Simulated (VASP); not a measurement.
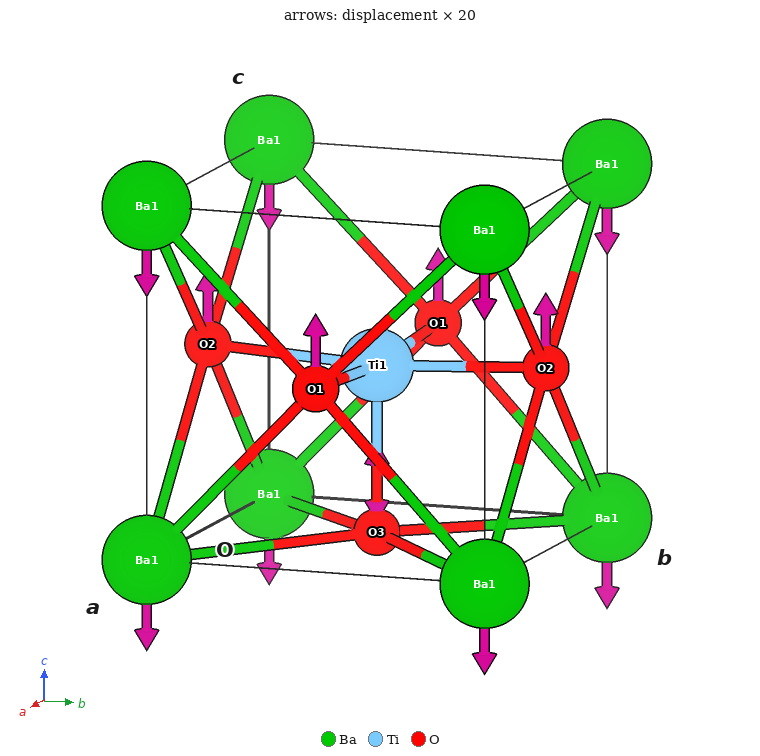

For BaTiO3, an entry of the Crystallography Open Database, as set up for an electronic-structure calculation: the structure has space group P4mm, No. 99, but lies close to a more symmetric one; the arrows, set on the atoms' surfaces, show each atom's displacement from its place in that idealised structure, magnified. Symmetry computed with spglib at a tolerance of 0.002 Å; standard conventional cell.

```cif
data_structure
_symmetry_space_group_name_H-M 'P 1'
_symmetry_Int_Tables_number 1
_cell_length_a 3.9998
_cell_length_b 3.9998
_cell_length_c 4.0180
_cell_angle_alpha 90.000
_cell_angle_beta 90.000
_cell_angle_gamma 90.000
_cell_volume 64.28
loop_
_atom_site_label
_atom_site_type_symbol
_atom_site_fract_x
_atom_site_fract_y
_atom_site_fract_z
_atom_site_occupancy
Ba1 Ba 0.00000 0.00000 0.00000 1
Ti1 Ti 0.50000 0.50000 0.49000 1
O1 O 0.00000 0.50000 0.51700 1
O2 O 0.50000 0.00000 0.51700 1
O3 O 0.50000 0.50000 0.01900 1
```

### Which is the most symmetric group that a search with looser tolerances finds (in steps up to 1 Å, at an angle tolerance of 8°, moving no atom by more than 0.6 Å)?

Pm-3m (No. 221), cubic, found at a tolerance of 0.25 Å. The actual group is a subgroup of index 6: the point group loses a factor 6 (m-3m to 4mm), and all translations are kept.

### How large is the distortion?

Largest displacements (atoms of each element counted in list order): Ti1 0.07 Å, O3 0.04 Å, Ba1 0.03 Å, O1 0.03 Å; root mean square 0.05 Å; the largest principal strain of the cell against the idealised metric is 0.3 %.
